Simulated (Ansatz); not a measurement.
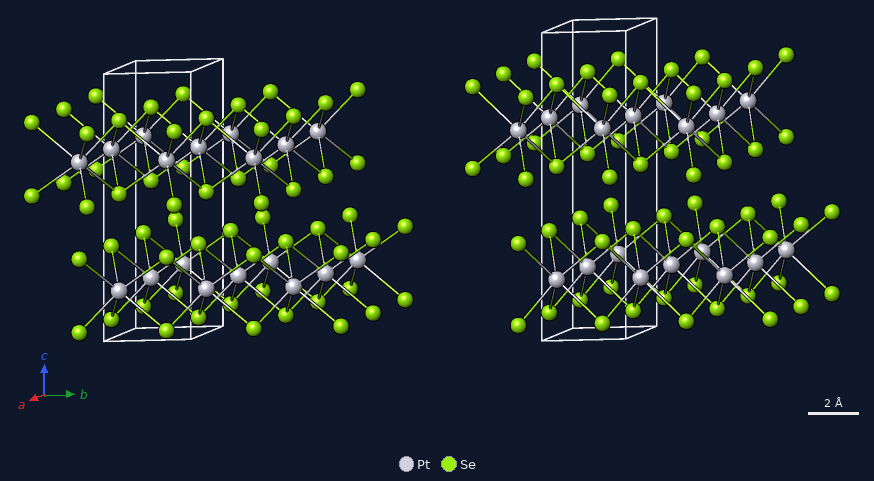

Two geometries of solid PtSe$_{2}$ (built on the 2H (MoS2) bulk type), drawn at one scale. One is the start of a relaxation, the other its converged end. Style: ball-and-stick. Shown: the cell of the calculation, repeated 3 × 3 × 1 with one cell outlined, slightly off an axis.

All numbers below come from Ansatz 0.2.0, DFT, PBE-D3(BJ), plane waves, PAW. Settings: plane-wave cutoff 420 eV; k-point mesh 12 × 12 × 2; occupations fermi dirac; smearing width 0.02 eV; no spin polarisation; cell and atoms relaxed; force threshold 0.005 eV/Å.

Question: Which one is relaxed?

Answer: The left one is the relaxed one. The largest moves relative to the cell, 0.050 Å, are those of Se atoms. Pt stays in place. Cell: a = b 3.446 → 3.581 Å (+3.9 %), c 12.669 → 10.995 Å (−13.2 %). Volume −6.2 %. Some distances before and after: Se–Se 3.575 → 3.228 Å, Se–Se 3.364 → 3.019 Å, Pt–Se 2.605 → 2.560 Å. Bond angles that change, for instance: Se–Pt–Se 80.4° → 72.3°, Pt–Se–Pt 82.8° → 88.8°, Se–Pt–Se 82.8° → 88.8°. The space group stays P6_3/mmc (No. 194). Over 5 accepted moves (6 points after the start) the energy falls by 0.562 eV per cell of the calculation. The largest force component goes from 0.62 to 0.0031 eV/Å. Pressure: −4.39 GPa at the start and −0.02 GPa at the end. The SCF was repeated once at an unchanged geometry on a basis and grid sized afresh for the cell, which shifted the energy by 1.9 meV per cell of the calculation at most.
